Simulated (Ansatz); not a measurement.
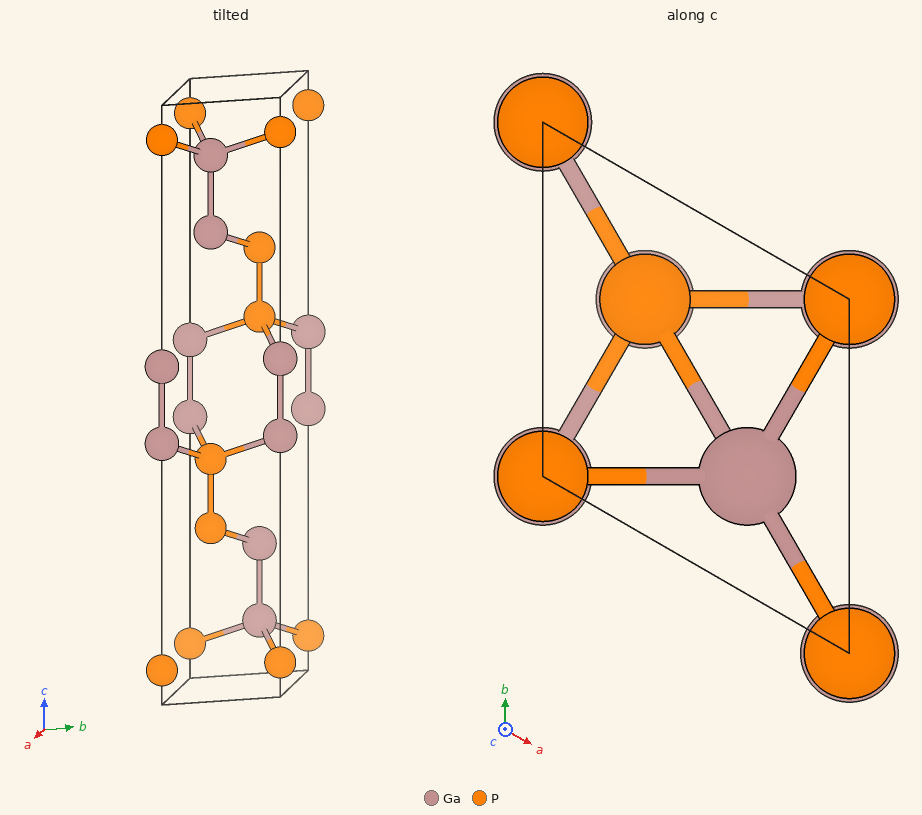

Structure drawing (ball-and-stick), viewed slightly off an axis and along the c axis. The conventional unit cell is outlined; an atom on or near a face, edge or corner is repeated at each equivalent position. Cell: a = 3.84 Å, b = 3.84 Å, c = 19.12 Å, α = 90.00°, β = 90.00°, γ = 120.00°.

It goes back to a structure listed in the Materials Project. Earlier steps of the study may have refined or changed the cell and positions. It went into a calculation with Ansatz.

Question: What can be read from this drawing?

Answer: Formula: GaP. Space group R-3m (No. 166), lattice rhombohedral (trigonal R). One cell contains 6 Ga, 6 P, 12 atoms in all. The coordination shell of Ga holds three P and one Ga in a tetrahedral arrangement (about 2.4 Å to P, 2.5 Å to Ga). Each P atom is coordinated by three Ga and one P in a distorted tetrahedral arrangement (about 2.4 Å to Ga, 2.2 Å to P). The bonds build a three-dimensional framework.

Computational set-up: DFT r2SCAN, scalar-relativistic, plane waves, PAW in Ansatz, a plane-wave cutoff of 500 eV, k-points about 0.21 Å⁻¹ apart, Gaussian smearing of 0.02 eV, no spin polarisation.

Question: Metal or not?

Answer: A semiconductor at this level, with a gap of 1.02 eV, indirect.

Question: List the Bader charges.

Answer: Ga +0.63 e; P -0.63 e.

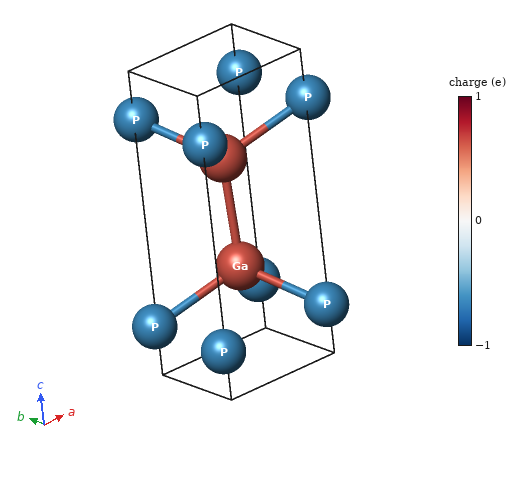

The atoms coloured by those charges. The run's cell of 4 atoms is drawn in a reduced setting, so axes and origin can differ from the first picture.

Question: Is this the optimised geometry for these settings?

Answer: Yes. All forces vanish to within 0.01 eV/Å. The pressure is 0.0 GPa, close to zero.
